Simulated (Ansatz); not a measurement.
NiSi$_{31}$ (charge +1): geometry relaxation (part 3 of 3)

Continued. System: NiSi$_{31}$ (defect cell, 32 atoms in the cell, total charge +1). Method: DFT PBEsol, scalar-relativistic, plane waves, PAW, spin-polarised (Ansatz 0.2.0); cutoff 420 eV, 3×3×3 k-mesh, Gaussian smearing of 0.02 eV, collinear spins. The structure derives from a Materials Project entry. It belongs to a series of runs on one base structure; here: Ni on a Si site (b), charge +1, atoms relaxed at the host's cell.

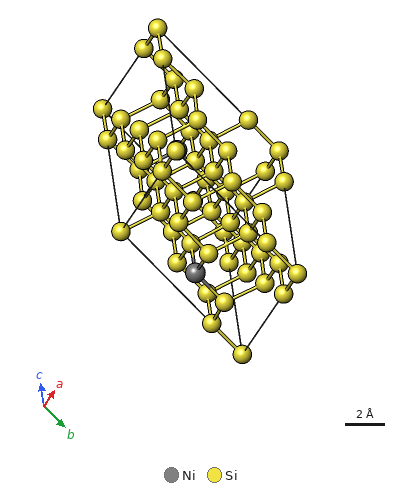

*The geometry at step 2 of the log (ball-and-stick view of the cell of the calculation, seen at an oblique angle).*

### Output, continued
```
--- Relaxed structure (3 steps of the walk, 3 accepted, 0 SCFs on fresh bases) ---
  F+E_penalty+E_count = -25075.76384324 eV   max|allowed force component| = 8.930e-3 eV/Å
  atoms:
    - { symbol: Ni, position: [0.24999999999999994, 0.49999999999999994, 0.0] }
    - { symbol: Si, position: [0.24999999999999997, 0.747629423934452, 0.7503429922079451] }
    - { symbol: Si, position: [0.24999999999999994, 0.0, 0.49999999999999994] }
    - { symbol: Si, position: [0.497629423934452, 0.250342992207945, 0.0] }
    - { symbol: Si, position: [0.24999999999999994, 0.2503429922079451, 0.24762942393445206] }
    - { symbol: Si, position: [0.497629423934452, 0.4999999999999999, 0.7503429922079451] }
    - { symbol: Si, position: [0.49965700779205474, 0.7496570077920547, 0.49728643172650694] }
    - { symbol: Si, position: [0.7499999999999999, 0.0, 0.0] }
    - { symbol: Si, position: [0.49965700779205485, -0.002713568273493089, 0.24965700779205488] }
    - { symbol: Si, position: [0.752713568273493, 0.2523705760655479, 0.7523705760655478] }
    - { symbol: Si, position: [0.7499999999999999, 0.49999999999999994, 0.49999999999999994] }
    - { symbol: Si, position: [0.000342992207944981, 0.747629423934452, 0.0] }
    - { symbol: Si, position: [0.7472864317265068, 0.7496570077920547, 0.2496570077920548] }
    - { symbol: Si, position: [0.002370576065547969, 0.00271356827349295, 0.7523705760655478] }
    - { symbol: Si, position: [0.0023705760655478997, 0.25237057606554786, 0.5027135682734931] }
    - { symbol: Si, position: [0.00034299220794517526, 0.5, 0.24762942393445214] }
    - { symbol: Si, position: [0.009168341272675157, 0.2591683412726751, 0.759168341272675] }
    - { symbol: Si, position: [0.0008732595542344009, 0.49999999999999994, 0.4998970386451442] }
    - { symbol: Si, position: [-0.0009762209090900809, 0.7491267404457655, 0.2491267404457656] }
    - { symbol: Si, position: [0.25, -0.00010296135485565738, 0.7508732595542343] }
    - { symbol: Si, position: [0.0008732595542343764, -0.00010296135485574125, 0.0] }
    - { symbol: Si, position: [0.25, 0.25087325955423434, 0.4998970386451441] }
    - { symbol: Si, position: [0.25, 0.49999999999999994, 0.24083165872732487] }
    - { symbol: Si, position: [0.49912674044576555, 0.7491267404457654, 0.7490237790909098] }
    - { symbol: Si, position: [0.25, 0.7408316587273248, 0.0] }
    - { symbol: Si, position: [0.5009762209090901, 0.0001029613548557671, 0.5001029613548557] }
    - { symbol: Si, position: [0.49912674044576555, 0.24902377909090986, 0.2491267404457656] }
    - { symbol: Si, position: [0.7498970386451442, 0.4999999999999999, 0.7508732595542343] }
    - { symbol: Si, position: [0.4908316587273248, 0.4999999999999999, 0.0] }
    - { symbol: Si, position: [0.7501029613548557, 0.75097622090909, 0.5001029613548558] }
    - { symbol: Si, position: [0.7501029613548557, 0.0001029613548557129, 0.2509762209090901] }
    - { symbol: Si, position: [0.7498970386451442, 0.25087325955423445, 0.0] }
--- Löwdin populations: 32 sites ---
  site symbol       q [e]    m [muB]
     0     Ni     17.5556     0.0770
     1     Si      3.9350     0.0028
     2     Si      3.9327     0.0039
     3     Si      3.9350     0.0028
     4     Si      3.9350     0.0028
     5     Si      3.9350     0.0028
     6     Si      3.9350     0.0028
     7     Si      3.9327     0.0039
     8     Si      3.9350     0.0028
     9     Si      3.9350     0.0028
    10     Si      3.9327     0.0039
    11     Si      3.9350     0.0028
    12     Si      3.9350     0.0028
    13     Si      3.9350     0.0028
    14     Si      3.9350     0.0028
    15     Si      3.9350     0.0028
    16     Si      3.9992     0.0393
    17     Si      3.9300     0.0025
    18     Si      3.9300     0.0025
    19     Si      3.9300     0.0025
    20     Si      3.9300     0.0025
    21     Si      3.9300     0.0025
    22     Si      3.9992     0.0393
    23     Si      3.9300     0.0025
    24     Si      3.9992     0.0393
    25     Si      3.9300     0.0025
    26     Si      3.9300     0.0025
    27     Si      3.9300     0.0025
    28     Si      3.9992     0.0393
    29     Si      3.9300     0.0025
    30     Si      3.9300     0.0025
    31     Si      3.9300     0.0025
  spilling = 0.009008 (of n_electrons = 141.000000)
```

### File populations.tsv
```
# site	symbol	l	j	q_up	q_dn
# orbitals = lowdin
# n_electrons = 141.000000
# spilling = 0.009008
0	Ni	0_3S	-	0.993690	0.993696
0	Ni	0_4S	-	0.336345	0.335122
0	Ni	1_3P	-	2.994585	2.993989
0	Ni	2_3D	-	4.491657	4.416469
1	Si	0_3S	-	0.597845	0.597499
1	Si	1_3P	-	1.371052	1.368554
2	Si	0_3S	-	0.598921	0.598249
2	Si	1_3P	-	1.369406	1.366156
3	Si	0_3S	-	0.597845	0.597499
3	Si	1_3P	-	1.371052	1.368554
4	Si	0_3S	-	0.597845	0.597499
4	Si	1_3P	-	1.371052	1.368554
5	Si	0_3S	-	0.597845	0.597499
5	Si	1_3P	-	1.371052	1.368554
6	Si	0_3S	-	0.597845	0.597499
6	Si	1_3P	-	1.371052	1.368554
7	Si	0_3S	-	0.598921	0.598249
7	Si	1_3P	-	1.369406	1.366156
8	Si	0_3S	-	0.597845	0.597499
8	Si	1_3P	-	1.371052	1.368554
9	Si	0_3S	-	0.597845	0.597499
9	Si	1_3P	-	1.371052	1.368554
10	Si	0_3S	-	0.598921	0.598249
10	Si	1_3P	-	1.369406	1.366156
11	Si	0_3S	-	0.597845	0.597499
11	Si	1_3P	-	1.371052	1.368554
12	Si	0_3S	-	0.597845	0.597499
12	Si	1_3P	-	1.371052	1.368554
13	Si	0_3S	-	0.597845	0.597499
13	Si	1_3P	-	1.371052	1.368554
14	Si	0_3S	-	0.597845	0.597499
14	Si	1_3P	-	1.371052	1.368554
15	Si	0_3S	-	0.597845	0.597499
15	Si	1_3P	-	1.371052	1.368554
16	Si	0_3S	-	0.646631	0.640056
16	Si	1_3P	-	1.372637	1.339885
17	Si	0_3S	-	0.595989	0.595355
17	Si	1_3P	-	1.370267	1.368384
18	Si	0_3S	-	0.595989	0.595355
18	Si	1_3P	-	1.370267	1.368384
19	Si	0_3S	-	0.595989	0.595355
19	Si	1_3P	-	1.370267	1.368384
20	Si	0_3S	-	0.595989	0.595355
20	Si	1_3P	-	1.370267	1.368384
21	Si	0_3S	-	0.595989	0.595355
21	Si	1_3P	-	1.370267	1.368384
22	Si	0_3S	-	0.646631	0.640056
22	Si	1_3P	-	1.372637	1.339885
23	Si	0_3S	-	0.595989	0.595355
23	Si	1_3P	-	1.370267	1.368384
24	Si	0_3S	-	0.646631	0.640056
24	Si	1_3P	-	1.372637	1.339885
25	Si	0_3S	-	0.595989	0.595355
25	Si	1_3P	-	1.370267	1.368384
26	Si	0_3S	-	0.595989	0.595355
26	Si	1_3P	-	1.370267	1.368384
27	Si	0_3S	-	0.595989	0.595355
27	Si	1_3P	-	1.370267	1.368384
28	Si	0_3S	-	0.646631	0.640056
28	Si	1_3P	-	1.372637	1.339885
29	Si	0_3S	-	0.595989	0.595355
29	Si	1_3P	-	1.370267	1.368384
30	Si	0_3S	-	0.595989	0.595355
30	Si	1_3P	-	1.370267	1.368384
31	Si	0_3S	-	0.595989	0.595355
31	Si	1_3P	-	1.370267	1.368384
```

### Trajectory as extended XYZ (Å, eV, eV/Å), 3 frames, from step=1 to step=3
```
32
Lattice="-5.4338 5.4338 5.4338 5.4338 -5.4338 5.4338 5.4338 5.4338 -5.4338" Properties=species:S:1:pos:R:3:forces:R:3 step=1 energy=-25075.73638
Ni    1.3585   -1.3585    4.0754    0.0000   0.0000   0.0000
Si    6.7969    1.3770    1.3399   -0.1482  -0.0035   0.0035
Si    1.3585    4.0754   -1.3585    0.0000   0.0000   0.0000
Si   -1.3399    1.3399    4.0800   -0.0035   0.0035  -0.1482
Si    1.3630    1.3399    1.3770   -0.1482   0.0035  -0.0035
Si    4.0939    4.0800    1.3399   -0.0035  -0.1482   0.0035
Si    4.0568    1.3399    4.0708    0.0035   0.0035   0.1482
Si   -4.0754    4.0754    4.0754    0.0000   0.0000   0.0000
Si   -1.3770    4.0708    1.3399    0.0035   0.1482   0.0035
Si    1.3539    6.8108    1.3770    0.1482  -0.0035  -0.0035
Si    1.3585    4.0754    4.0754    0.0000   0.0000   0.0000
Si    4.0568   -4.0568    4.0800    0.0035  -0.0035  -0.1482
Si    1.3539    1.3399    6.7738    0.1482   0.0035   0.0035
Si    4.0939    4.0708   -4.0568   -0.0035   0.1482  -0.0035
Si    4.0939    1.3770   -1.3630   -0.0035  -0.0035   0.1482
Si    4.0568   -1.3539    1.3770    0.0035  -0.1482  -0.0035
Si    5.5006    2.7837   -2.6502   -0.1453  -0.1453  -0.1453
Si    5.4296    0.0067    0.0043    0.0141   0.0815  -0.0141
Si    5.4271   -2.7212    2.7126   -0.0815   0.0141   0.0141
Si    2.7236    5.4381   -2.7212    0.0815  -0.0141   0.0141
Si   -0.0043    0.0043    0.0067    0.0141  -0.0141   0.0815
Si    2.7236    2.7126    0.0043    0.0815   0.0141  -0.0141
Si    2.6502   -0.0667    2.7837    0.1453   0.1453  -0.1453
Si    5.4296    2.7126    2.7102    0.0141   0.0141  -0.0815
Si    2.6502   -2.6502    5.3671    0.1453  -0.1453   0.1453
Si   -0.0067    5.4381    0.0043   -0.0815  -0.0141  -0.0141
Si   -0.0043    2.7102    2.7126    0.0141  -0.0815   0.0141
Si    2.7212    5.4406    2.7126   -0.0141   0.0815   0.0141
Si    0.0667   -0.0667    5.3671   -0.1453   0.1453   0.1453
Si    2.7212    2.7102    5.4381   -0.0141  -0.0815  -0.0141
Si   -2.7126    5.4381    2.7102   -0.0141  -0.0141  -0.0815
Si   -2.7126    2.7126    5.4406   -0.0141   0.0141   0.0815
32
Lattice="-5.4338 5.4338 5.4338 5.4338 -5.4338 5.4338 5.4338 5.4338 -5.4338" Properties=species:S:1:pos:R:3:forces:R:3 step=2 energy=-25075.75894
Ni    1.3585   -1.3585    4.0754    0.0000   0.0000   0.0000
Si    6.7837    1.3757    1.3413   -0.0274   0.0017  -0.0017
Si    1.3585    4.0754   -1.3585    0.0000   0.0000   0.0000
Si   -1.3413    1.3413    4.0668    0.0017  -0.0017  -0.0274
Si    1.3499    1.3413    1.3757   -0.0274  -0.0017   0.0017
Si    4.0926    4.0668    1.3413    0.0017  -0.0274  -0.0017
Si    4.0582    1.3413    4.0839   -0.0017  -0.0017   0.0274
Si   -4.0754    4.0754    4.0754    0.0000   0.0000   0.0000
Si   -1.3757    4.0839    1.3413   -0.0017   0.0274  -0.0017
Si    1.3670    6.8095    1.3757    0.0274   0.0017   0.0017
Si    1.3585    4.0754    4.0754    0.0000   0.0000   0.0000
Si    4.0582   -4.0582    4.0668   -0.0017   0.0017  -0.0274
Si    1.3670    1.3413    6.7751    0.0274  -0.0017  -0.0017
Si    4.0926    4.0839   -4.0582    0.0017   0.0274   0.0017
Si    4.0926    1.3757   -1.3499    0.0017   0.0017   0.0274
Si    4.0582   -1.3670    1.3757   -0.0017  -0.0274   0.0017
Si    5.4924    2.7755   -2.6584   -0.0809  -0.0809  -0.0809
Si    5.4276    0.0035    0.0062    0.0066   0.0201  -0.0066
Si    5.4303   -2.7231    2.7107   -0.0201   0.0066   0.0066
Si    2.7204    5.4401   -2.7231    0.0201  -0.0066   0.0066
Si   -0.0062    0.0062    0.0035    0.0066  -0.0066   0.0201
Si    2.7204    2.7107    0.0062    0.0201   0.0066  -0.0066
Si    2.6584   -0.0585    2.7755    0.0809   0.0809  -0.0809
Si    5.4276    2.7107    2.7134    0.0066   0.0066  -0.0201
Si    2.6584   -2.6584    5.3753    0.0809  -0.0809   0.0809
Si   -0.0035    5.4401    0.0062   -0.0201  -0.0066  -0.0066
Si   -0.0062    2.7134    2.7107    0.0066  -0.0201   0.0066
Si    2.7231    5.4374    2.7107   -0.0066   0.0201   0.0066
Si    0.0585   -0.0585    5.3753   -0.0809   0.0809   0.0809
Si    2.7231    2.7134    5.4401   -0.0066  -0.0201  -0.0066
Si   -2.7107    5.4401    2.7134   -0.0066  -0.0066  -0.0201
Si   -2.7107    2.7107    5.4374   -0.0066   0.0066   0.0201
32
Lattice="-5.4338 5.4338 5.4338 5.4338 -5.4338 5.4338 5.4338 5.4338 -5.4338" Properties=species:S:1:pos:R:3:forces:R:3 step=3 energy=-25075.76384
Ni    1.3585   -1.3585    4.0754    0.0000   0.0000   0.0000
Si    6.7813    1.3732    1.3437    0.0046   0.0065  -0.0065
Si    1.3585    4.0754   -1.3585    0.0000   0.0000   0.0000
Si   -1.3437    1.3437    4.0644    0.0065  -0.0065   0.0046
Si    1.3474    1.3437    1.3732    0.0046  -0.0065   0.0065
Si    4.0901    4.0644    1.3437    0.0065   0.0046  -0.0065
Si    4.0606    1.3437    4.0864   -0.0065  -0.0065  -0.0046
Si   -4.0754    4.0754    4.0754    0.0000   0.0000   0.0000
Si   -1.3732    4.0864    1.3437   -0.0065  -0.0046  -0.0065
Si    1.3695    6.8070    1.3732   -0.0046   0.0065   0.0065
Si    1.3585    4.0754    4.0754    0.0000   0.0000   0.0000
Si    4.0606   -4.0606    4.0644   -0.0065   0.0065   0.0046
Si    1.3695    1.3437    6.7775   -0.0046  -0.0065  -0.0065
Si    4.0901    4.0864   -4.0606    0.0065  -0.0046   0.0065
Si    4.0901    1.3732   -1.3474    0.0065   0.0065  -0.0046
Si    4.0606   -1.3695    1.3732   -0.0065   0.0046   0.0065
Si    5.4837    2.7667   -2.6671   -0.0089  -0.0089  -0.0089
Si    5.4285    0.0042    0.0053    0.0015  -0.0068  -0.0015
Si    5.4296   -2.7222    2.7116    0.0068   0.0015   0.0015
Si    2.7211    5.4391   -2.7222   -0.0068  -0.0015   0.0015
Si   -0.0053    0.0053    0.0042    0.0015  -0.0015  -0.0068
Si    2.7211    2.7116    0.0053   -0.0068   0.0015  -0.0015
Si    2.6671   -0.0498    2.7667    0.0089   0.0089  -0.0089
Si    5.4285    2.7116    2.7127    0.0015   0.0015   0.0068
Si    2.6671   -2.6671    5.3840    0.0089  -0.0089   0.0089
Si   -0.0042    5.4391    0.0053    0.0068  -0.0015  -0.0015
Si   -0.0053    2.7127    2.7116    0.0015   0.0068   0.0015
Si    2.7222    5.4380    2.7116   -0.0015  -0.0068   0.0015
Si    0.0498   -0.0498    5.3840   -0.0089   0.0089   0.0089
Si    2.7222    2.7127    5.4391   -0.0015   0.0068  -0.0015
Si   -2.7116    5.4391    2.7127   -0.0015  -0.0015   0.0068
Si   -2.7116    2.7116    5.4380   -0.0015   0.0015  -0.0068
```

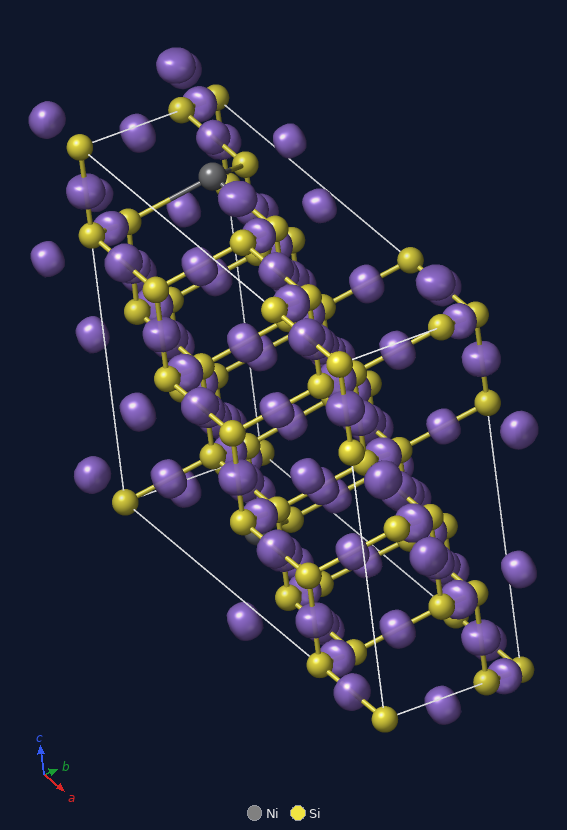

*Isosurface of the ELF at 0.9 (purple), seen slightly off an axis. Only the valence region is drawn (cores and ρ < 0.01 e/Å³ removed). Sticks mark near contacts. The outline is the calculation cell.*

Values along the shortest contacts: Si–Ni (2.27 Å): the ELF is about 0.60 at the midpoint. Si–Si (2.34 Å): the ELF peaks at about 0.95 between the atoms, which marks a covalent bond. In a PAW calculation such maps are meaningful between the atoms, not at the nuclei.

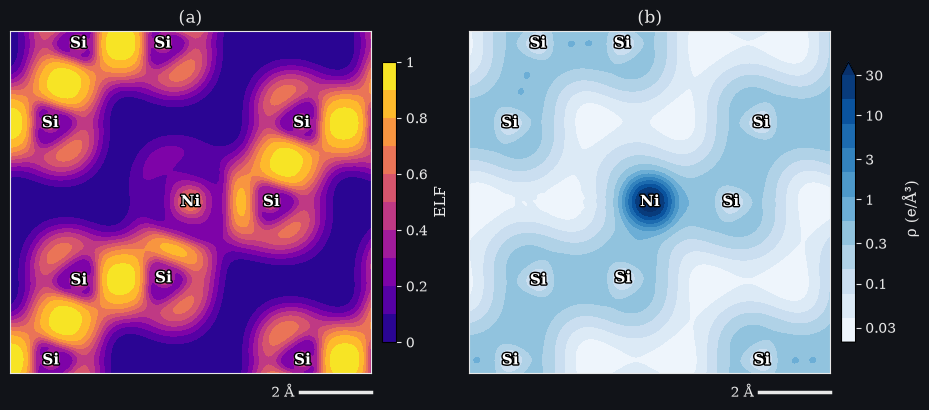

*(a) ELF; (b) valence charge density (pseudo) on the (11̄0) plane of the calculation cell.*

Atoms in the plane: Ni and Si. Si–Ni (2.27 Å): ρ is about 0.54 e/Å³ halfway; the ELF is about 0.60 at the midpoint. Away from the nuclei the density in this plane falls to 0.02 e/Å³ at its lowest. The strong features right at Ni lie inside the PAW spheres (semicore, d or f shells) and say nothing about bonding.

### Key numbers

```tsv
quantity	value
outcome	converged
electrons treated	141
free energy	−25075.7638 eV
Fermi energy	6.043 eV
gap on the k-point mesh	none (metallic)
net moment of the cell	0.33 μB
integrated absolute moment	0.34 μB
final volume	641.77 Å³
largest force (length of the vector) at the end	0.015 eV/Å
wall time	99 s (CPU time 5.9 min)
peak memory	1.8 GiB
```
